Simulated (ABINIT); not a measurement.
# FeO: what the fields show

Input

```
# Pseudopotentials
pp_dirpath "./"
pseudos "Fe.GGA_PBE-JTH.xml, O.GGA_PBE-JTH.xml"

# Structure
acell 2.90290551 2.9029055106 2.83309195 Angstrom
rprim
     1.0000000000     0.0000000000     0.0000000000
    -0.4999999982     0.8660254048     0.0000000000
     0.0000000000     0.0000000000     1.0000000000
ntypat 2
znucl 26 8
natom 2
typat 1 2
xred
     0.0000000000     0.0000000000     0.0000000000
     0.6666666667     0.3333333333     0.5000000000

# Plane-wave basis
ecut 26.0
pawecutdg 48.0
pawxcdev 0

# k points
kptopt 1
ngkpt 10 10 9
nshiftk 1
shiftk 0.0 0.0 0.0

# Exchange and correlation
ixc 11

# Bands and occupations
nband 16
occopt 3
tsmear 0.05 eV

# Spin
nsppol 2
spinat
     0.0000000000     0.0000000000     4.0000000000
     0.0000000000     0.0000000000     0.0000000000

# SCF cycle
nstep 100
tolvrs 1.0e-9

# Output
iomode 3
prtwf 0
prteig 0
prtebands 0
enunit 1
prtden 1
prtvha 1
prtvclmb 1
prtpot 1
```

Run with:

```sh
abinit run.abi > log 2>&1
```

Below, planes, directions and counts refer to the conventional cell (a = 2.90 Å, b = 2.90 Å, c = 2.83 Å, α = 90.00°, β = 90.00°, γ = 120.00°).

Space group P-6m2; a generated structure, not necessarily the stable one; built by placing these elements on a known structure type; computed pressure about −11 GPa in this cell; spin-polarised.

These are results of Kohn-Sham DFT of a periodic cell, PBE, JTH PAW PBE v2.0 in ABINIT 10.8.3, not measurements.

In a PAW calculation such maps are meaningful between the atoms, not at the nuclei.

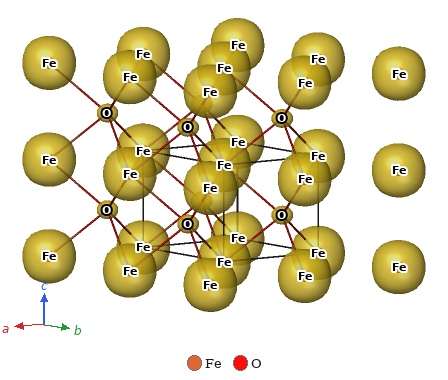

Figure 1. Isosurface of the spin density at +0.5 e/Å³ (yellow), seen at an oblique angle. Sticks mark near contacts.

### Where is the spin, and how is it ordered?

The spin density sits on Fe: +3.6 μB in one cell of 2 atoms, with smaller moments on other sites: O (up to +0.33 μB): parallel main moments, as they must be, since the calculation's own cell holds one magnetic site. The cell of the calculation (2 atoms) carries 4.0 μB of net spin moment.

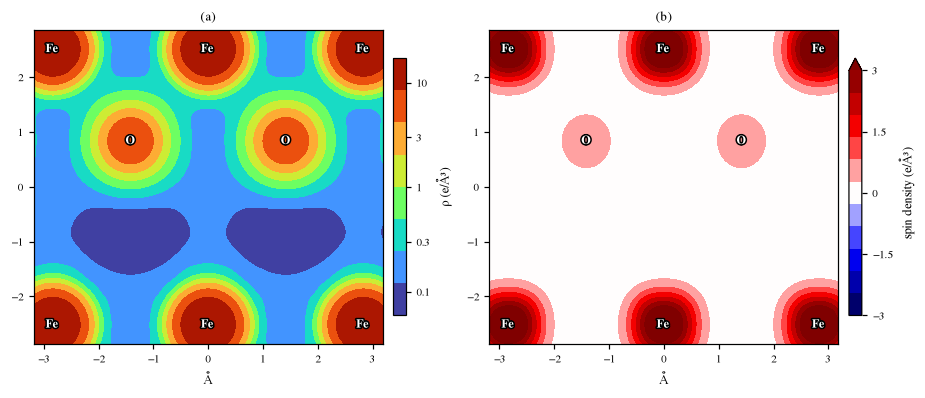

Figure 2. (a) valence charge density (pseudo); (b) spin density (up minus down) on the (110) plane of the conventional cell.

### What do the fields say about this system?

The section cuts through Fe and O sites. Fe–O (2.19 Å): ρ at the midpoint is about 0.37 e/Å³. Between the atoms the lowest density in this plane is 0.06 e/Å³.
